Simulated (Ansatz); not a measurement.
```cif
data_structure
_symmetry_space_group_name_H-M 'P 1'
_symmetry_Int_Tables_number 1
_cell_length_a 5.6813
_cell_length_b 5.6813
_cell_length_c 5.6813
_cell_angle_alpha 90.000
_cell_angle_beta 90.000
_cell_angle_gamma 90.000
_cell_volume 183.38
loop_
_atom_site_label
_atom_site_type_symbol
_atom_site_fract_x
_atom_site_fract_y
_atom_site_fract_z
_atom_site_occupancy
Al1 Al 0.50000 0.00000 0.50000 1
Al2 Al 0.00000 0.00000 0.00000 1
Al3 Al 0.00000 0.50000 0.50000 1
Al4 Al 0.50000 0.50000 0.00000 1
As1 As 0.25000 0.25000 0.75000 1
As2 As 0.75000 0.25000 0.25000 1
As3 As 0.75000 0.75000 0.75000 1
As4 As 0.25000 0.75000 0.25000 1
```

Space group F-43m.

All numbers below come from Ansatz 0.2.0, DFT, LDA, PAW with Ansatz's default frozen-core files, scalar-relativistic; relaxation of cell and atoms.

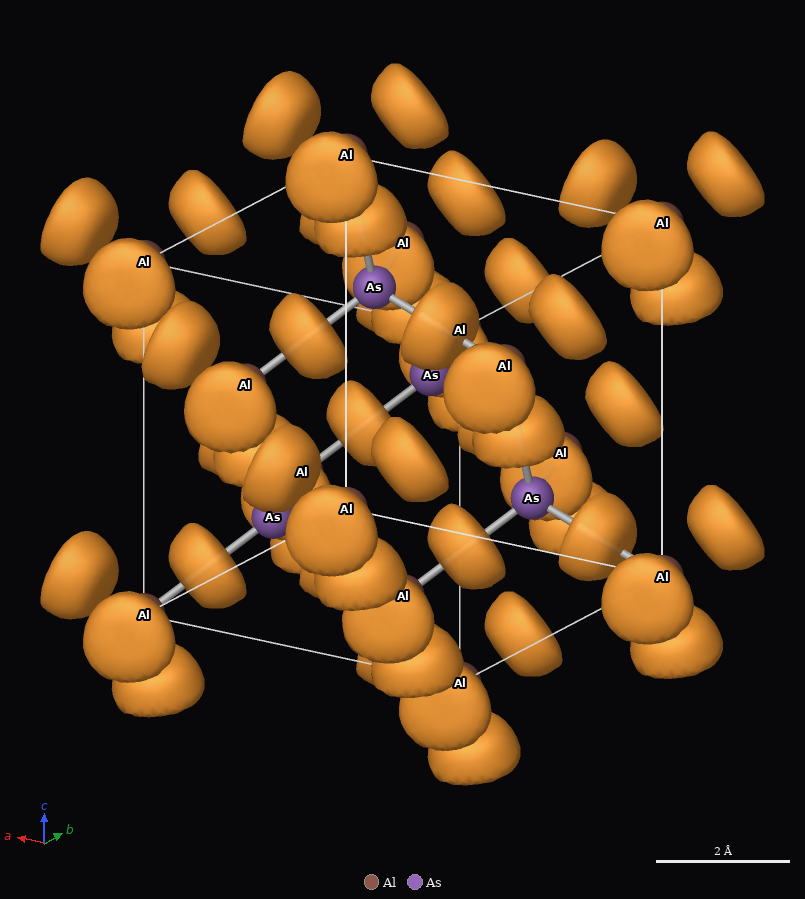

AlAs. Isosurface of the electron localisation function at 0.75 (orange), seen at an oblique angle. Core shells and regions of very low density are left out. Sticks mark near contacts.

Core electrons are frozen (PAW), and the valence fields are smoothed inside the atomic spheres.

### Where are the electrons localised?

At this value the surface marks out 16 regions between bonded Al–As atoms (shared pairs), counted in one cell of 8 atoms. Any copies at cell faces, edges or corners count once. Profiles from the grid: Al–As (2.46 Å): the ELF peaks at about 0.90 between the atoms; localised, covalent bonding.

### Metal or insulator at this level of theory?

It is gapped, with a Kohn–Sham gap of 1.4 eV on the k-point mesh, an upper bound to the gap of this method.
